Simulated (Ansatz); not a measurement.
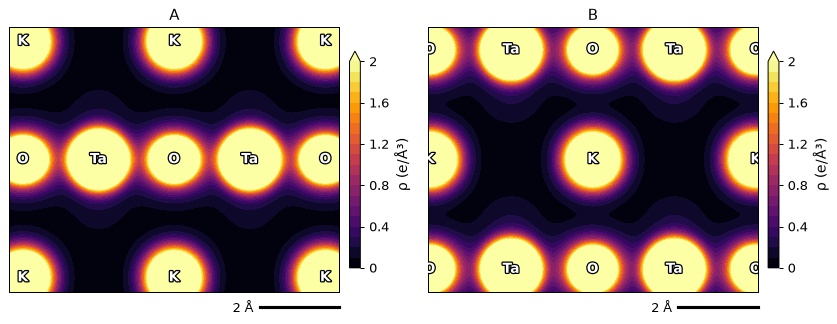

KTaO3. The valence electron density of two cells that differ in size and shape, on the (110) plane of each (indices in the axes of the calculation cell), at one length scale and on one colour scale: A has 13.3 Å³ an atom and B 12.4.

Space group P4/mmm.

Method: Ansatz 0.2.0, DFT PBE, scalar-relativistic, plane waves, PAW.

In a PAW calculation such maps are meaningful between the atoms, not at the nuclei.

The larger cell:

```xyz
5
Lattice="4.1877 0.0000 0.0000 0.0000 4.1877 0.0000 0.0000 0.0000 3.7889" Properties=species:S:1:pos:R:3 pbc="T T T"
K     2.0939    2.0939    1.8944
Ta    0.0000    0.0000    0.0000
O     2.0939    0.0000    0.0000
O     0.0000    2.0939    0.0000
O     0.0000    0.0000    1.8944
```

The smaller cell: a = 3.889 Å, b = 3.889 Å, c = 4.088 Å, α = 90.00°, β = 90.00°, γ = 90.00°.

What changes from the larger cell to the smaller?

Answer. From the larger cell to the smaller, Ta–O goes from 1.89 to 2.04 Å, and the density at its midpoint from 1.1 to 0.76 e/Å³; K–O goes from 2.96 to 2.75 Å, and the density at its midpoint from 0.07 to 0.12 e/Å³; the pressure goes from 0.1 to 12 GPa; the Kohn–Sham gap goes from 1.9 eV to 2.2 eV.
